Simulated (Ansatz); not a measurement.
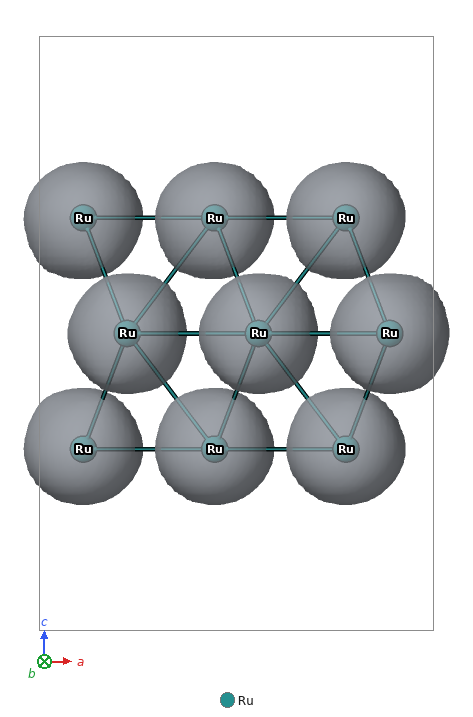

The picture shows: Ru (slab). Isosurface of the valence charge density (pseudo) at 0.6 e/Å³ (grey), seen along the b axis. Sticks mark near contacts.

Computed without spin polarisation.

Method: DFT LDA, scalar-relativistic, plane waves, PAW in Ansatz 0.2.0.

The density is the valence pseudo-density of a PAW calculation; it isn't the true density close to the nuclei.

**Which contacts does the surface bridge?**

At this value the density breaks into separate islands; it holds about 80 % of the electrons treated as valence (semicore included). It bridges none of the near contacts. It is pinched off along the shortest Ru–Ru (2.56 Å) and Ru–Ru (2.67 Å) contacts. On the grid the lowest density along these lines, outside the cores, is 0.52 e/Å³ (Ru–Ru, 2.56 Å) and 0.41 e/Å³ (Ru–Ru, 2.67 Å).

**Does the calculation give a band gap?**

It is metallic or semimetallic at this level of theory: no gap opens.
